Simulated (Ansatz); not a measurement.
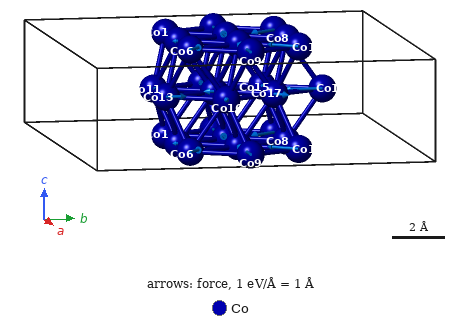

Starting geometry of a wire of composition Co with the computed forces as blue arrows. Style: ball-and-stick. Shown: the cell of the calculation, with the vacuum cut short (origin shifted), slightly off an axis.

Case: wire along [0 0 1], 18 atoms a period.

Method: Ansatz, DFT PBE, scalar-relativistic, plane waves, PAW.

The input:
```yaml
crystal:
  lattice:
    - [16.5, 0.0, 0.0]
    - [0.0, 15.8, 0.0]
    - [0.0, 0.0, 4.0336830969]
  atoms:
    - { symbol: Co, position: [0.3489530634, 0.340626467, 0.25], spin: 1.84 }
    - { symbol: Co, position: [0.2734295951, 0.4772323524, 0.25], spin: 1.84 }
    - { symbol: Co, position: [0.5, 0.340626467, 0.25], spin: 1.84 }
    - { symbol: Co, position: [0.4244765317, 0.4772323524, 0.25], spin: 1.84 }
    - { symbol: Co, position: [0.3489530634, 0.6138382379, 0.25], spin: 1.84 }
    - { symbol: Co, position: [0.6510469366, 0.340626467, 0.25], spin: 1.84 }
    - { symbol: Co, position: [0.5755234683, 0.4772323524, 0.25], spin: 1.84 }
    - { symbol: Co, position: [0.5, 0.6138382379, 0.25], spin: 1.84 }
    - { symbol: Co, position: [0.7265704049, 0.4772323524, 0.25], spin: 1.84 }
    - { symbol: Co, position: [0.6510469366, 0.6138382379, 0.25], spin: 1.84 }
    - { symbol: Co, position: [0.4244765317, 0.2950911718, 0.75], spin: 1.84 }
    - { symbol: Co, position: [0.3489530634, 0.4316970573, 0.75], spin: 1.84 }
    - { symbol: Co, position: [0.5755234683, 0.2950911718, 0.75], spin: 1.84 }
    - { symbol: Co, position: [0.5, 0.4316970573, 0.75], spin: 1.84 }
    - { symbol: Co, position: [0.4244765317, 0.5683029427, 0.75], spin: 1.84 }
    - { symbol: Co, position: [0.6510469366, 0.4316970573, 0.75], spin: 1.84 }
    - { symbol: Co, position: [0.5755234683, 0.5683029427, 0.75], spin: 1.84 }
    - { symbol: Co, position: [0.5, 0.7049088282, 0.75], spin: 1.84 }
basis:
  ecutwfc: 420
kpoints:
  mp_grid: { grid: [1, 1, 13] }
hamiltonian:
  xc: pbe
scf:
  occupations: { method: gaussian, width: 0.05 }
  lower_state_search: "off"
output:
  forces: true
  stress: true
  eigenvalues: true
  populations: true
  write_density: true
  write_potential: true
  elf: true
  volumetric_format: npy
magnetization:
  spin_polarized: true
relax:
  adjacent_minimum: "off"
  f_tol: 0.02
  max_steps: 45
  cell: { fix: [a, b, alpha, beta, gamma], stress_tol: 0.03 }
```

Command:
```bash
ansatz run input.yaml --threads 4 --pin off --max-ram 11264MiB --backend cpu --events-out ev --progress --plain --runs-dir out
```

Question: Is this structure relaxed? If not, where do the atoms go?

Answer: It isn't relaxed: the largest force vector, on Co18, is 1.55 eV/Å. The final displacements follow the starting forces only in part (cosine between the two patterns 0.84). Over 5 accepted moves (6 points after the start) the energy falls by 1.179 eV per cell of the calculation. Largest force component: 1.5 eV/Å at the start, 0.012 eV/Å at the end. At 1 point the geometry stayed and the basis and grid were re-selected for the new cell (energy shift of 6.1 meV per cell of the calculation at most each time). The largest move relative to the layer's centre is that of Co18, 0.23 Å. Along the periodic axis the drawn cell goes c 4.034 → 3.910 Å (−3.1 %). Some distances before and after: Co8–Co18 2.478 → 2.294 Å, Co2–Co5 2.492 → 2.315 Å, Co15–Co17 2.492 → 2.659 Å, Co10–Co17 2.478 → 2.315 Å. Among the angles between lasting bonds that change: Co15–Co18–Co17 60.0° → 69.1°, Co8–Co18–Co8 109.0° → 116.9°, Co17–Co10–Co17 109.0° → 115.2°. Cost: 21 min on 4 threads of Arm Neoverse V2, with other jobs on the host, peak memory 4.9 GiB.
